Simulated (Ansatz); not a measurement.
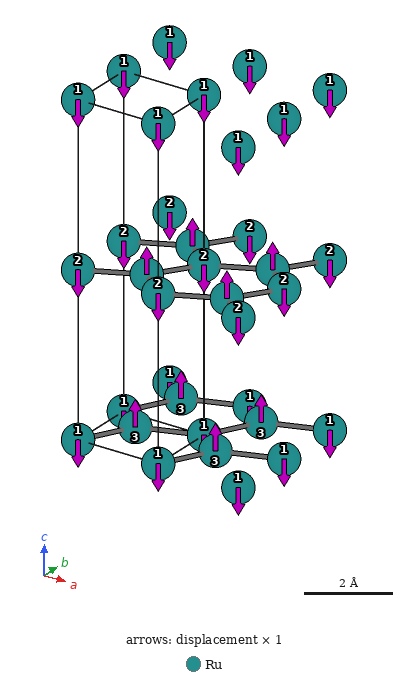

This is a relaxation of a crystal of Ru (built on the C_186 type) (coarse preliminary run). The starting structure is drawn; purple arrows show the displacements (the part carried along by the change of the cell is left out), at their true length.

Style: ball-and-stick. Shown: the cell of the calculation, repeated 2 × 2 × 1 with one cell outlined, slightly off an axis.

Case: C type (P6_3mc, No. 186).

All numbers below come from DFT PBE, scalar-relativistic, plane waves, PAW (Ansatz).

Input
```yaml
crystal:
  lattice:
    - [2.9165352059, 0.0, 0.0]
    - [-1.458267603, 2.5257935793, 0.0]
    - [0.0, 0.0, 8.017523719]
  atoms:
    - { symbol: Ru, position: [0.0, 0.0, 0.0] }
    - { symbol: Ru, position: [0.0, 0.0, 0.5] }
    - { symbol: Ru, position: [0.3333333333, 0.6666666667, 0.005] }
    - { symbol: Ru, position: [0.6666666667, 0.3333333333, 0.505] }
basis:
  ecutwfc: 420
kpoints:
  mp_grid: { grid: [6, 6, 2] }
hamiltonian:
  xc: pbe
scf:
  occupations: { method: gaussian, width: 0.1 }
  lower_state_search: "off"
output:
  forces: true
  stress: true
  eigenvalues: true
relax:
  adjacent_minimum: "off"
  f_tol: 0.04
  max_steps: 70
  cell: { stress_tol: 0.4 }
```

What did the optimiser do to the structure, and how much energy did it gain?

The largest moves relative to the cell, 0.67 Å, are those of Ru1, Ru2, Ru3 and Ru4. Ru3 goes along +c. The drawn cell changes as follows: a = b 2.917 → 3.705 Å (+27.0 %), c 8.018 → 5.439 Å (−32.2 %); the volume changes by +9.5 %. Some distances before and after: Ru1–Ru4 4.311 → 2.532 Å, Ru1–Ru2 4.009 → 2.720 Å, Ru1–Ru3 1.684 → 2.538 Å, Ru1–Ru1 2.917 → 3.705 Å. New bonds form: Ru1–Ru2 (4.01 → 2.72 Å), Ru1–Ru4 (4.31 → 2.53 Å), Ru2–Ru3 (4.31 → 2.53 Å). Among the angles between lasting bonds that change: Ru3–Ru1–Ru3 119.9° → 93.8°. The space group stays P6_3mc (No. 186). The energy falls by 64.185 eV per cell of the calculation in 18 accepted moves (20 points after the start). Largest force component: 4.2 eV/Å at the start, 0.0023 eV/Å at the end. Pressure: 469.23 GPa at the start and −0.05 GPa at the end. The SCF was repeated twice at an unchanged geometry on a basis and grid sized afresh for the cell, which shifted the energy by 0.286 eV per cell of the calculation at most. The run took about 60 core-seconds on a shared host.

Limits of the set-up: the k-point mesh is coarse for a cell with partly filled bands.
